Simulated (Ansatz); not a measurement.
GaP

Input

```
crystal:
  lattice:
    - [0.0, 2.5513725536, 2.5513725536]
    - [2.5513725536, 0.0, 2.5513725536]
    - [2.5513725536, 2.5513725536, 0.0]
  atoms:
    - { symbol: Ga, position: [0.0, 0.0, 0.0] }
    - { symbol: P, position: [0.5, 0.5, 0.5] }
kpoints:
  mp_grid: { grid: [10, 10, 10] }
  band_path:
    path:
      - [0.0, 0.0, 0.0]
      - [0.5, 0.0, 0.5]
      - [0.625, 0.25, 0.625]
      - [0.375, 0.375, 0.75]
      - [0.5, 0.5, 0.5]
      - [0.5, 0.25, 0.75]
    npoints: 1
hamiltonian:
  xc: r2scan
  dispersion: rvv10
scf:
  occupations: { method: fermi_dirac, width: 0.03 }
  n_extra_bands: 4
output:
  forces: true
  stress: true
  eigenvalues: true
  write_density: true
  write_potential: true
  elf: true
  volumetric_format: npy
```

Run with:

```sh
ansatz run input.yaml --threads 2 --pin off --max-ram 20275MiB --backend cpu --events-out ev --progress --plain --runs-dir out
```

Below, planes, directions and counts refer to the conventional cell (a = 5.10 Å, b = 5.10 Å, c = 5.10 Å, α = 90.00°, β = 90.00°, γ = 90.00°).

Space group Fm-3m; a structure from a database of computed crystals, not necessarily the ambient phase; started from the LiH-225 prototype, which need not be the ambient phase.

Theory: DFT, r2SCAN+rVV10, plane waves, PAW in Ansatz 0.2.0.

In a PAW calculation such maps are meaningful between the atoms, not at the nuclei.

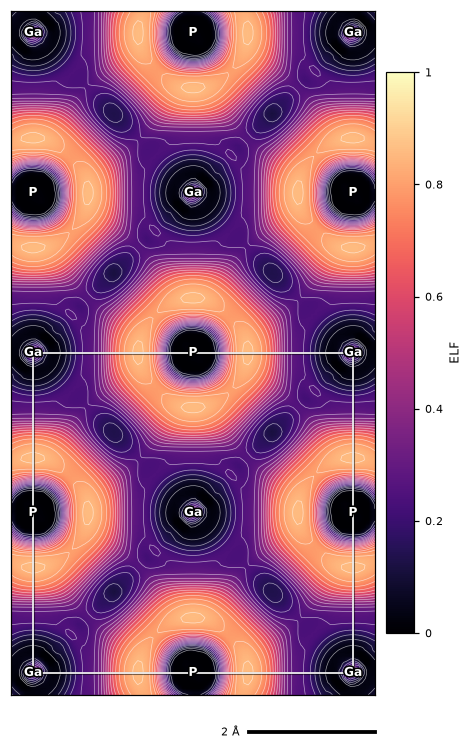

Figure 1. Electron localisation function on the (010) plane of the conventional cell.

Question: What does the map show?

Answer: Atoms in the plane: Ga and P.
Ga–P (2.55 Å): the ELF peaks at about 0.85 in the valence shell of P, 0.9 Å from its nucleus, and is about 0.65 at the midpoint.

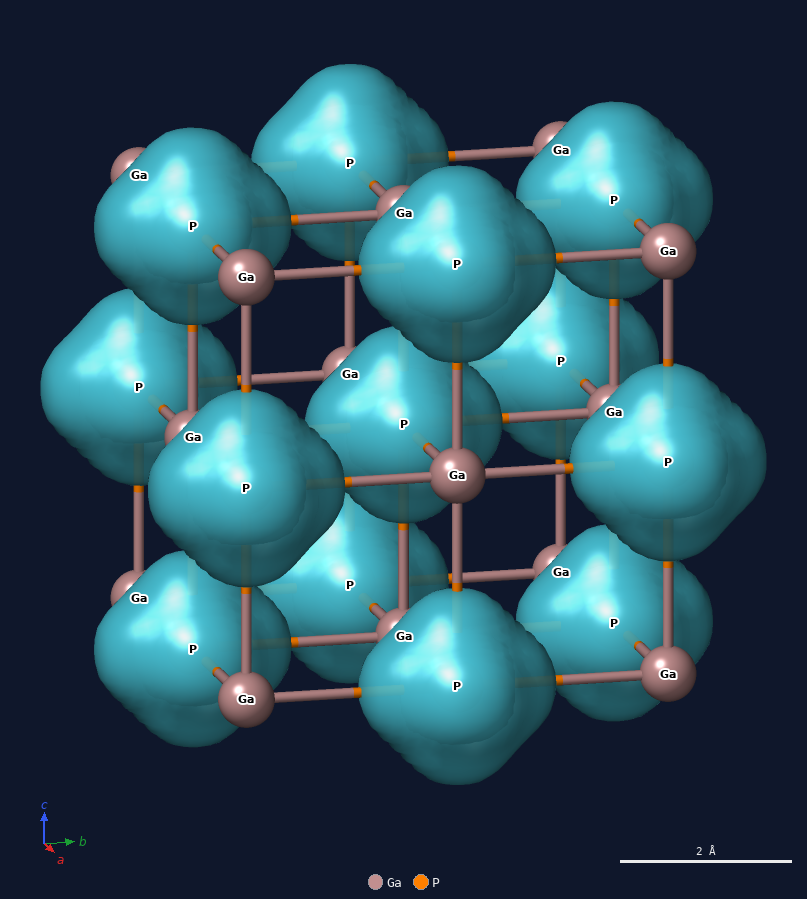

Figure 2. Isosurface of the ELF at 0.75 (cyan), seen slightly off an axis. Core shells and regions of very low density are left out. Sticks mark near contacts.

Question: What do the ELF domains correspond to?

Answer: The surface consists of four regions wrapped around P (the valence shell of each), counted in one cell of 8 atoms. Regions shared between cells count once.
